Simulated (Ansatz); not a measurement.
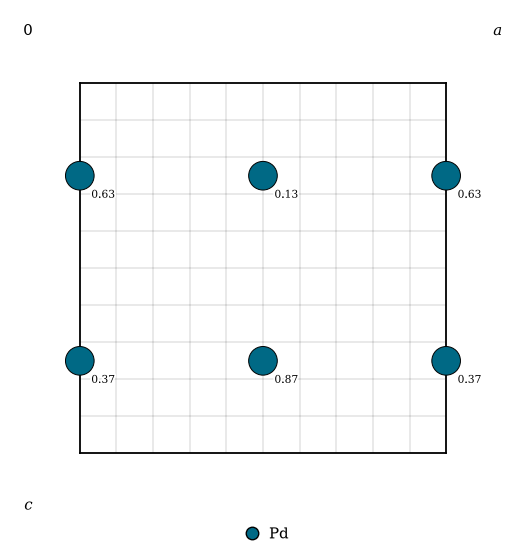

Plan of a unit cell projected along b (c down the page, a across); the numbers are heights as fractions of b, and atoms on the cell's edges are repeated. The grid marks tenths of c and a. Source: the input geometry of an electronic-structure calculation (not necessarily at equilibrium); the starting structure was generated, so it need not be a known form of this composition. All values are computed from the atomic coordinates in the standard setting (tolerance 0.002 Å).

a = 2.694 Å, b = 8.780 Å, c = 2.723 Å, α = 90.00°, β = 90.00°, γ = 90.00°.

What does the cell contain?

Answer. 4 Pd: Pd, Z = 4.

Which space group?

Answer. Cmcm, No. 63, C-centred orthorhombic.

Give the independent sites, coordinates to two places.

Answer.
```csv
atom,site,symmetry,x,y,z
Pd,4c,m2m,0.00,0.63,0.25
```
